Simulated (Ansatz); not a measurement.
System: AlCo₃.

Input file:

```
crystal:
  lattice:
    - [3.3186877435, 0.0, 0.0]
    - [0.0, 3.3186877435, 0.0]
    - [0.0, 0.0, 3.3186877435]
  atoms:
    - { symbol: Al, position: [0.0, 0.0, 0.0] }
    - { symbol: Co, position: [0.5, 0.5, 0.0] }
    - { symbol: Co, position: [0.5, 0.0, 0.5] }
    - { symbol: Co, position: [0.0, 0.5, 0.5] }
basis:
  ecutwfc: 420
kpoints:
  mp_grid: { grid: [12, 12, 12] }
hamiltonian:
  xc: pbesol
scf:
  occupations: { method: gaussian, width: 0.1 }
  lower_state_search: "off"
output:
  forces: true
  stress: true
  eigenvalues: true
  write_density: true
  write_potential: true
  elf: true
  volumetric_format: npy
```

Launched as:

```sh
ansatz run input.yaml --threads 1 --pin off --max-ram 2560MiB --backend cpu --events-out ev --progress --plain --runs-dir out
```

Below, planes, directions and counts refer to the conventional cell (a = 3.32 Å, b = 3.32 Å, c = 3.32 Å, α = 90.00°, β = 90.00°, γ = 90.00°).

Space group Pm-3m; a structure from a database of computed crystals, not necessarily the ambient phase; computed pressure about 49 GPa in this cell; computed without spin polarisation.

Method: DFT PBEsol, scalar-relativistic, plane waves, PAW in Ansatz.

Question: What can the converged valence pseudo-density and electron localisation function tell about the bonding?

Answer: Al–Co (2.35 Å): ρ at the midpoint is about 0.4 e/Å³; the ELF is about 0.35 at the midpoint.

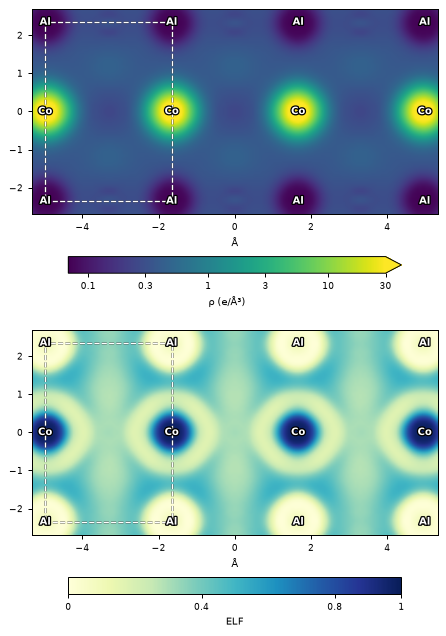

Computed valence pseudo-density and electron localisation function on the (101) plane of the conventional cell, in this order. 

Core electrons are frozen (PAW), and the valence fields are smoothed inside the atomic spheres.
